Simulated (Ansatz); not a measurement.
System: H on a slab of content Ti.

Starting cell:
```
CELL_PARAMETERS angstrom
2.86790 0.00000 0.00000
-1.43400 2.48370 0.00000
0.00000 0.00000 24.02490
ATOMIC_POSITIONS crystal
Ti 0.66667 0.33333 0.35380
Ti 0.33333 0.66667 0.45127
Ti 0.00000 0.00000 0.55032
Ti 0.66667 0.33333 0.64140
```

One of the inputs:
```
crystal:
  lattice:
    - [2.8679135959, 0.0, 0.0]
    - [-1.433956798, 2.4836860299, 0.0]
    - [0.0, 0.0, 26.0249249364]
  atoms:
    - { symbol: Ti, position: [0.6666666667, 0.3333333333, 0.3266099719] }
    - { symbol: Ti, position: [0.3333333333, 0.6666666667, 0.4165868556] }
    - { symbol: Ti, position: [0.0, 0.0, 0.5080269179] }
    - { symbol: Ti, position: [0.6666666667, 0.3333333333, 0.5921085105] }
    - { symbol: H, position: [0.3333333333, 0.6666666667, 0.628996225] }
basis:
  ecutwfc: 420
kpoints:
  mp_grid: { grid: [12, 12, 1] }
hamiltonian:
  xc: pbesol
scf:
  occupations: { method: gaussian, width: 0.1 }
output:
  forces: true
  eigenvalues: true
  write_density: true
  write_potential: true
  elf: true
  volumetric_format: npy
relax:
  adjacent_minimum: "off"
  f_tol: 0.03
  max_steps: 70
  constraints: [{ sites: [0, 1] }]
efield:
  axis: 3
  dipole_correction: true
  ramp_width: 0.04
```

Launched with:
```bash
ansatz run input.yaml --threads 2 --pin off --max-ram 5120MiB --backend cpu --events-out ev --progress --plain --runs-dir out
```

How it was computed, with Ansatz 0.2.0: adsorption at several starting sites on a slab cut from the named crystal, one adsorbate a surface cell, the lower planes held, the adsorption energy counts from the clean slab and the free, spin-polarised adsorbate, negative where bound, plane waves with PAW datasets, Γ-centred k mesh. Level: PBEsol, no spin polarisation.

crystal formula Ti; crystal space group number 225; Miller index h 1; Miller index k 1; Miller index l 1; top plane Ti; bottom plane Ti; planes 4; surface cell (1, 1); slab thickness as cut 7.02 Å; vacuum 17 Å; surface area 7.123 Å²; wave cutoff 420 eV; k mesh 12×12×1; occupations Gaussian; smearing width 0.1 eV; boundary dipole corrected; adsorbate H.

Sites are named by a rule of distances and placed in fractions of the cell vectors a and b; the slab's top layers relax too; key: 1 = top site at (0.67, 0.33); 2 = hollow site at (0.33, 0.67); 3 = bridge site at (0.17, 0.83).

Describe the result: the adsorption energy of each starting site.

The adsorbate slid sideways from no. 3 (by 0.8 Å). Among these starts the lowest is no. 3, at −3.585 eV; the next, no. 2, is 0.061 eV higher.

```tsv
starting site	adsorption energy (eV)	height over highest slab atom (Å)	lateral move (Å)	dipole change (e Å)
no. 1	-1.861	1.753	0.00	-0.072
no. 2	-3.524	1.041	0.00	0.000
no. 3	-3.585	1.023	0.83	-0.007
```

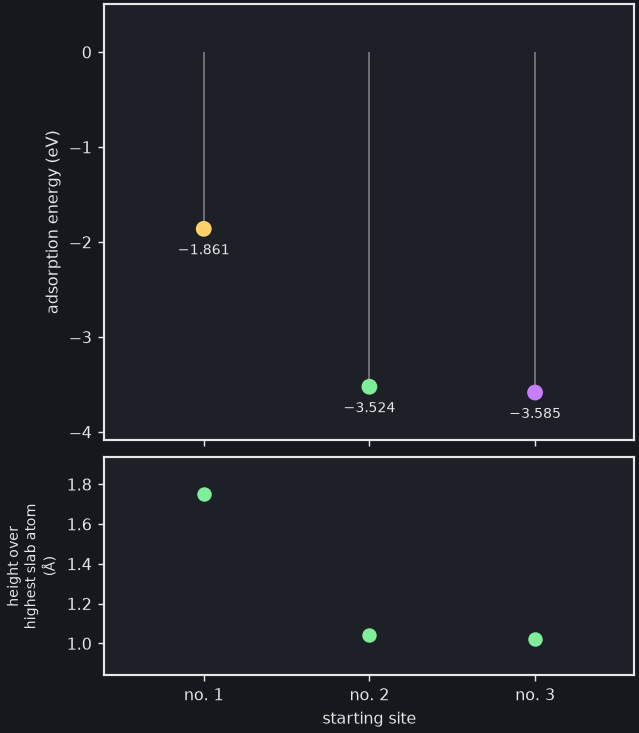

Note: xc potential rough in thin density.
